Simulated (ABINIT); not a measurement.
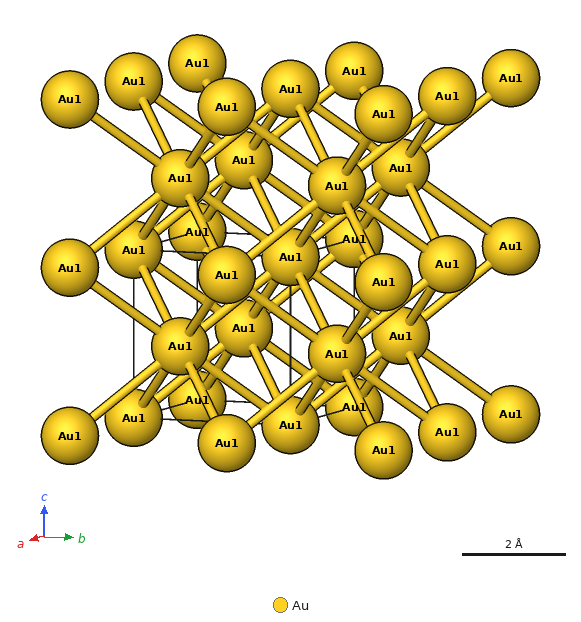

**Figure 1.** The structure as given in the input (ball-and-stick view of the cell 2 times as large as that of the calculation, set on its symmetry axes, repeated 2 × 2 × 2, seen slightly off an axis; atoms are numbered from 1 in the order of the input). An atom can appear more than once, as a periodic image. Near neighbours in the periodic cell (some may lie outside the picture): Au has 8 Au at 2.87 Å.

Band-structure run, with input and output: Au (part 1 of 4)

- system: Au (1 atom in the cell)
- method: Kohn-Sham DFT of a periodic cell, SCAN, JTH PAW PBE v2.0, no spin polarisation (ABINIT 10.8.3)

The structure derives from a Materials Project entry.

## The input
```
# Datasets: ground state, then fixed potential
ndtset 2

# Pseudopotentials
pp_dirpath "./"
pseudos "Au.GGA_PBE-JTH.xml"

# Structure
acell 3*1.0
rprim
    -3.1317845248     3.1317845248     3.1317845248
     3.1317845248    -3.1317845248     3.1317845248
     3.1317845248     3.1317845248    -3.1317845248
ntypat 1
znucl 79
natom 1
typat 1
xred
     0.0000000000     0.0000000000     0.0000000000

# Plane-wave basis
ecut 24.0
pawecutdg 46.0

# Exchange and correlation
ixc -263267
usekden 1
pawxcdev 0

# Bands and occupations
occopt 3
tsmear 0.05 eV

# SCF cycle
nstep 100

# Output
iomode 3
prtwf 0
prteig 0
prtebands 0
enunit 1
prtden1 1
prtkden1 1
prtvha1 1
prtvclmb1 1
prtpot1 1

# Dataset 1
kptopt1 1
ngkpt1 11 11 11
nshiftk1 1
shiftk1 0.0 0.0 0.0
nband1 10
tolvrs1 1.0e-7

# Dataset 2: bands along G-H-N-G-P-H
iscf2 -2
getden2 1
getkden2 1
nband2 16
nbdbuf2 4
tolwfr2 1.0e-11
kptopt2 -5
ndivsm2 8
prteig2 1
kptbounds2
     0.0000000000     0.0000000000     0.0000000000
     0.5000000000    -0.5000000000     0.5000000000
     0.0000000000     0.0000000000     0.5000000000
     0.0000000000     0.0000000000     0.0000000000
     0.2500000000     0.2500000000     0.2500000000
     0.5000000000    -0.5000000000     0.5000000000
```

Run on 1 thread of Arm Neoverse V1, 24 GiB of memory available, shared host.

Launched with:
```bash
abinit run.abi > log 2>&1
```

## Output
```
.Version 10.8.3 of ABINIT
 DATASET    1 : space group Im -3 m (#229); Bravais cI (body-center cubic)
================================================================================
 Values of the parameters that define the memory need for DATASET  1.
     intxc =       0    ionmov =       0      iscf =      17    lmnmax =      18
     lnmax =       6     mgfft =      24  mpssoang =       3    mqgrid =    3001
     natom =       1  nloc_mem =       2    nspden =       1   nspinor =       1
    nsppol =       1      nsym =      48    n1xccc =       1    ntypat =       1
    occopt =       3   xclevel =       2
       mpw =         703          nfft =       13824          nkpt =          56
 PAW method is used; the additional fine FFT grid is defined by:
   mgfftf=        36    nfftf =     46656
================================================================================
================================================================================

 DATASET    2 : space group Im -3 m (#229); Bravais cI (body-center cubic)
================================================================================
 Values of the parameters that define the memory need for DATASET  2.
     intxc =       0    ionmov =       0      iscf =      -2    lmnmax =      18
     lnmax =       6     mgfft =      24  mpssoang =       3    mqgrid =    3001
     natom =       1  nloc_mem =       2    nspden =       1   nspinor =       1
    nsppol =       1      nsym =      48    n1xccc =       1    ntypat =       1
    occopt =       3   xclevel =       2
       mpw =         712          nfft =       13824          nkpt =          48
 PAW method is used; the additional fine FFT grid is defined by:
   mgfftf=        36    nfftf =     46656
================================================================================
================================================================================

--------------------------------------------------------------------------------
------------- Echo of variables that govern the present computation ------------
--------------------------------------------------------------------------------
 -outvars: echo values of preprocessed input variables --------
            acell      1.0000000000E+00  1.0000000000E+00  1.0000000000E+00 Bohr
              amu      1.96966540E+02
             ecut      2.40000000E+01 Hartree
           enunit           1
           getden1          0
           getden2          1
          getkden1          0
          getkden2          1
             iscf1         17
             iscf2         -2
                       outvar_i_n : Printing only first  50 k-points.
              ixc     -263267
           jdtset        1    2
                       outvar_i_n : Printing only first  50 k-points.
           kptopt1          1
           kptopt2         -5
         kptrlatt       11    0    0      0   11    0      0    0   11
          kptrlen1     5.96685091E+01
          kptrlen2     3.00000000E+01
            natom           1
            nband1         10
            nband2         16
           nbdbuf1          0
           nbdbuf2          4
           ndtset           2
           ndivsm1          0
           ndivsm2          8
            ngfft          24      24      24
          ngfftdg          36      36      36
             nkpt1         56
             nkpt2         48
            nstep         100
             nsym          48
           ntypat           1
                       prtocc : prtvol=0, do not print more k-points.
           occopt           3
        pawecutdg      4.60000000E+01 Hartree
         pawxcdev           0
        prtebands           0
           prteig1          0
           prteig2          1
          prtkden           1
           prtpot1          1
           prtpot2          0
         prtvclmb1          1
         prtvclmb2          0
           prtvha1          1
           prtvha2          0
            prtwf           0
            rprim     -3.1317845248E+00  3.1317845248E+00  3.1317845248E+00
                       3.1317845248E+00 -3.1317845248E+00  3.1317845248E+00
                       3.1317845248E+00  3.1317845248E+00 -3.1317845248E+00
           shiftk1     0.00000000E+00  0.00000000E+00  0.00000000E+00
           shiftk2     5.00000000E-01  5.00000000E-01  5.00000000E-01
          spgroup         229
           tolvrs1     1.00000000E-07
           tolvrs2     0.00000000E+00
           tolwfr1     0.00000000E+00
           tolwfr2     1.00000000E-11
           tsmear      1.83746611E-03 Hartree
            typat      1
          usekden           1
           useylm           1
                       outvars : Printing only first  50 k-points.
            znucl       79.00000

================================================================================

 chkinp: Checking input parameters for consistency, jdtset=   1.

 chkinp: Checking input parameters for consistency, jdtset=   2.

================================================================================
== DATASET  1 ==================================================================

--- !DatasetInfo
iteration_state: {dtset: 1, }
dimensions: {natom: 1, nkpt: 56, mband: 10, nsppol: 1, nspinor: 1, nspden: 1, mpw: 703, }
cutoff_energies: {ecut:  24.0, pawecutdg:  46.0, }
electrons: {nelect:   1.10000000E+01, charge:   0.00000000E+00, occopt:   3.00000000E+00, tsmear:   1.83746611E-03, }
meta: {optdriver: 0, ionmov: 0, optcell: 0, iscf: 17, paral_kgb: 0, }
...

 Real(R)+Recip(G) space primitive vectors, cartesian coordinates (Bohr,Bohr^-1):
 R(1)= -3.1317845  3.1317845  3.1317845  G(1)=  0.0000000  0.1596534  0.1596534
 R(2)=  3.1317845 -3.1317845  3.1317845  G(2)=  0.1596534  0.0000000  0.1596534
 R(3)=  3.1317845  3.1317845 -3.1317845  G(3)=  0.1596534  0.1596534  0.0000000
 Unit cell volume ucvol=  1.2286710E+02 bohr^3
 Angles (23,13,12)=  1.09471221E+02  1.09471221E+02  1.09471221E+02 degrees

 Coarse grid specifications (used for wave-functions):

 getcut: wavevector=  0.0000  0.0000  0.0000  ngfft=  24  24  24
         ecut(hartree)=     24.000   => boxcut(ratio)=   2.00626

 Fine grid specifications (used for densities):

 getcut: wavevector=  0.0000  0.0000  0.0000  ngfft=  36  36  36
         ecut(hartree)=     46.000   => boxcut(ratio)=   2.17373

--- Pseudopotential description ------------------------------------------------
- pspini: atom type   1  psp file is ./Au.GGA_PBE-JTH.xml
 Pseudopotential format is: paw10
 basis_size (lnmax)=  6 (lmn_size= 18), orbitals=   0   0   1   1   2   2
 Spheres core radius: rc_sph= 2.50869560
 Shapefunction is SIN type: shapef(r)=[sin(pi*r/rshp)/(pi*r/rshp)]**2
 Radius for shape functions =  2.26305713
 Compensation charge density is not taken into account in XC energy/potential

   3.87212569E+02                                ecore*ucvol(ha*bohr**3)
--------------------------------------------------------------------------------

================================================================================

--- !BeginCycle
iteration_state: {dtset: 1, }
solver: {iscf: 17, nstep: 100, nline: 4, wfoptalg: 10, }
tolerances: {tolvrs: 1.00E-07, }
...

     iter   Etot(hartree)      deltaE(h)  residm     nres2
 ETOT  1   14.111075847324     1.411E+01 7.003E-01 1.766E+01
 ETOT  2   14.010894889010    -1.002E-01 1.616E-01 1.716E+01
 ETOT  3   14.079616851097     6.872E-02 2.791E-02 3.670E+00
 ETOT  4   14.067005160578    -1.261E-02 1.521E-02 4.213E+00
 ETOT  5   13.882999507651    -1.840E-01 4.448E-02 8.110E+01
 ETOT  6   14.133684199883     2.507E-01 5.750E-02 3.009E+00
 ETOT  7   14.068791854479    -6.489E-02 1.394E-02 4.551E-01
 ETOT  8   14.066070434523    -2.721E-03 8.458E-03 2.609E-01
 ETOT  9   14.066326024613     2.556E-04 2.657E-03 2.332E-01
 ETOT 10   14.065419214638    -9.068E-04 3.210E-03 3.163E-01
 ETOT 11   14.065751356965     3.321E-04 2.744E-03 9.979E-02
 ETOT 12   14.065654647688    -9.671E-05 2.312E-03 7.058E-02
 ETOT 13   14.065565248197    -8.940E-05 2.210E-03 1.664E-02
 ETOT 14   14.065493331053    -7.192E-05 1.736E-03 7.771E-03
 ETOT 15   14.065444157062    -4.917E-05 9.188E-04 1.867E-02
 ETOT 16   14.065445890864     1.734E-06 1.519E-03 1.328E-03
 ETOT 17   14.065451768043     5.877E-06 7.732E-04 1.828E-03
 ETOT 18   14.065486975330     3.521E-05 1.280E-03 7.906E-03
 ETOT 19   14.065459010851    -2.796E-05 6.343E-04 3.131E-03
 ETOT 20   14.065452716934    -6.294E-06 9.478E-04 2.822E-03
 ETOT 21   14.065443230890    -9.486E-06 4.545E-04 1.381E-04
 ETOT 22   14.065441978272    -1.253E-06 6.633E-04 8.578E-06
 ETOT 23   14.065441939760    -3.851E-08 3.301E-04 1.311E-07
 ETOT 24   14.065441939852     9.225E-11 4.733E-04 6.836E-09

 At SCF step   24       nres2   =  6.84E-09 < tolvrs=  1.00E-07 =>converged.

Result for kinetic energy density :

--------------------------------------------------------------------------------
 Total kinetic energy density [Ha/Bohr^3]
)     Maximum=    3.9458E-01  at reduced coord.    0.8333    0.9722    0.9722
)     Minimum=    1.4598E-03  at reduced coord.    0.0000    0.0000    0.0000
   Integrated=    9.1637E+00
--------------------------------------------------------------------------------

 Cartesian components of stress tensor (hartree/bohr^3)
  sigma(1 1)=  2.42973710E-04  sigma(3 2)=  0.00000000E+00
  sigma(2 2)=  2.42973710E-04  sigma(3 1)=  0.00000000E+00
  sigma(3 3)=  2.42973710E-04  sigma(2 1)=  0.00000000E+00

--- !ResultsGS
iteration_state: {dtset: 1, }
comment   : Summary of ground state results
lattice_vectors:
- [ -3.1317845,   3.1317845,   3.1317845, ]
- [  3.1317845,  -3.1317845,   3.1317845, ]
- [  3.1317845,   3.1317845,  -3.1317845, ]
lattice_lengths: [   5.42441,    5.42441,    5.42441, ]
lattice_angles: [109.471, 109.471, 109.471, ] # degrees, (23, 13, 12)
lattice_volume:   1.2286710E+02
convergence: {deltae:  9.225E-11, res2:  6.836E-09, residm:  4.733E-04, diffor: null, }
etotal    :   1.40654419E+01
entropy   :   0.00000000E+00
fermie    :   2.34565371E-01
cartesian_stress_tensor: # hartree/bohr^3
- [  2.42973710E-04,   0.00000000E+00,   0.00000000E+00, ]
- [  0.00000000E+00,   2.42973710E-04,   0.00000000E+00, ]
- [  0.00000000E+00,   0.00000000E+00,   2.42973710E-04, ]
pressure_GPa:  -7.1485E+00
xred      :
- [  0.0000E+00,   0.0000E+00,   0.0000E+00, Au]
cartesian_forces: # hartree/bohr
- [ -0.00000000E+00,  -0.00000000E+00,  -0.00000000E+00, ]
force_length_stats: {min:   0.00000000E+00, max:   0.00000000E+00, mean:   0.00000000E+00, }
...

 Integrated electronic density in atomic spheres:
 ------------------------------------------------
 Atom  Sphere_radius  Integrated_density
    1        2.50870          9.45535372

================================================================================

 ----iterations are completed or convergence reached----

 Mean square residual over all n,k,spin=   25.287E-07; max=  47.331E-05
 reduced coordinates (array xred) for    1 atoms
       0.000000000000      0.000000000000      0.000000000000
 rms dE/dt=  0.0000E+00; max dE/dt=  0.0000E+00; dE/dt below (all hartree)
    1       0.000000000000      0.000000000000      0.000000000000

 cartesian coordinates (angstrom) at end:
    1      0.00000000000000     0.00000000000000     0.00000000000000

 cartesian forces (hartree/bohr) at end:
    1     -0.00000000000000    -0.00000000000000    -0.00000000000000
 frms,max,avg= 0.0000000E+00 0.0000000E+00   0.000E+00  0.000E+00  0.000E+00 h/b

 cartesian forces (eV/Angstrom) at end:
    1     -0.00000000000000    -0.00000000000000    -0.00000000000000
 frms,max,avg= 0.0000000E+00 0.0000000E+00   0.000E+00  0.000E+00  0.000E+00 e/A
 length scales=  1.000000000000  1.000000000000  1.000000000000 bohr
              =  0.529177210544  0.529177210544  0.529177210544 angstroms
 Fermi (or HOMO) energy (eV) =   6.38285   Average Vxc (eV)= -12.14129
 Eigenvalues (   eV  ) for nkpt=  56  k points:
 kpt#   1, nband= 10, wtk=  0.00075, kpt=  0.0000  0.0000  0.0000 (reduced coord)
  -2.97695    1.85773    1.85773    1.85773    3.58450    3.58450   24.60709   24.60709
  24.60709   30.21297
 prteigrs : prtvol=0 or 1, do not print more k-points.

--- !EnergyTerms
iteration_state     : {dtset: 1, }
comment             : Components of total free energy in Hartree
kinetic             :  9.16370057134739E+00
hartree             :  3.96903292118579E+00
xc                  : -2.77201272207234E+00
Ewald energy        : -3.51514642772864E+01
psp_core            :  3.15147476455682E+00
local_psp           : -1.47074240227086E+01
PAW spherical_terms :  5.04123437561274E+01
internal            :  1.40656509911501E+01
'-kT*entropy'       : -1.96047258830576E-04
total_energy        :  1.40654549438913E+01
total_energy_eV     :  3.82740527203668E+02
...

--- !EnergyTermsDC
iteration_state     : {dtset: 1, }
comment             : '"Double-counting" decomposition of free energy'
band_energy         :  9.79715895072184E-01
Ewald energy        : -3.51514642772864E+01
psp_core            :  3.15147476455682E+00
xc_dc               : -3.22291262420662E+00
PAW spherical_terms :  4.83088242289748E+01
internal            :  1.40656379871108E+01
'-kT*entropy'       : -1.96047258830576E-04
total_energy_dc     :  1.40654419398519E+01
total_energy_dc_eV  :  3.82740173345731E+02
...

--- !EnergyTermsWithPAWCore
iteration_state     : {dtset: 1, }
comment             : 'Components of total free energy, including PAW core contributions'
Total energy        : -1.90133578061406E+04
Total energy DC     : -1.90133578191446E+04
Total energy (eV)   : -5.17379823095929E+05
Total energy DC (eV): -5.17379823449787E+05
...

 Cartesian components of stress tensor (hartree/bohr^3)
  sigma(1 1)=  2.42973710E-04  sigma(3 2)=  0.00000000E+00
  sigma(2 2)=  2.42973710E-04  sigma(3 1)=  0.00000000E+00
  sigma(3 3)=  2.42973710E-04  sigma(2 1)=  0.00000000E+00

-Cartesian components of stress tensor (GPa)         [Pressure= -7.1485E+00 GPa]
- sigma(1 1)=  7.14853334E+00  sigma(3 2)=  0.00000000E+00
- sigma(2 2)=  7.14853334E+00  sigma(3 1)=  0.00000000E+00
- sigma(3 3)=  7.14853334E+00  sigma(2 1)=  0.00000000E+00

================================================================================
== DATASET  2 ==================================================================

--- !DatasetInfo
iteration_state: {dtset: 2, }
dimensions: {natom: 1, nkpt: 48, mband: 16, nsppol: 1, nspinor: 1, nspden: 1, mpw: 712, }
cutoff_energies: {ecut:  24.0, pawecutdg:  46.0, }
electrons: {nelect:   1.10000000E+01, charge:   0.00000000E+00, occopt:   3.00000000E+00, tsmear:   1.83746611E-03, }
meta: {optdriver: 0, ionmov: 0, optcell: 0, iscf: -2, paral_kgb: 0, }
...

 mkfilename : getden/=0, take file _DEN from output of DATASET   1.

 mkfilename : getkden/=0, take file _KDEN from output of DATASET   1.

 Real(R)+Recip(G) space primitive vectors, cartesian coordinates (Bohr,Bohr^-1):
 R(1)= -3.1317845  3.1317845  3.1317845  G(1)=  0.0000000  0.1596534  0.1596534
 R(2)=  3.1317845 -3.1317845  3.1317845  G(2)=  0.1596534  0.0000000  0.1596534
 R(3)=  3.1317845  3.1317845 -3.1317845  G(3)=  0.1596534  0.1596534  0.0000000
 Unit cell volume ucvol=  1.2286710E+02 bohr^3
 Angles (23,13,12)=  1.09471221E+02  1.09471221E+02  1.09471221E+02 degrees

 Coarse grid specifications (used for wave-functions):

 getcut: wavevector=  0.0000  0.0000  0.0000  ngfft=  24  24  24
         ecut(hartree)=     24.000   => boxcut(ratio)=   2.00626

 Fine grid specifications (used for densities):

 getcut: wavevector=  0.0000  0.0000  0.0000  ngfft=  36  36  36
         ecut(hartree)=     46.000   => boxcut(ratio)=   2.17373
```
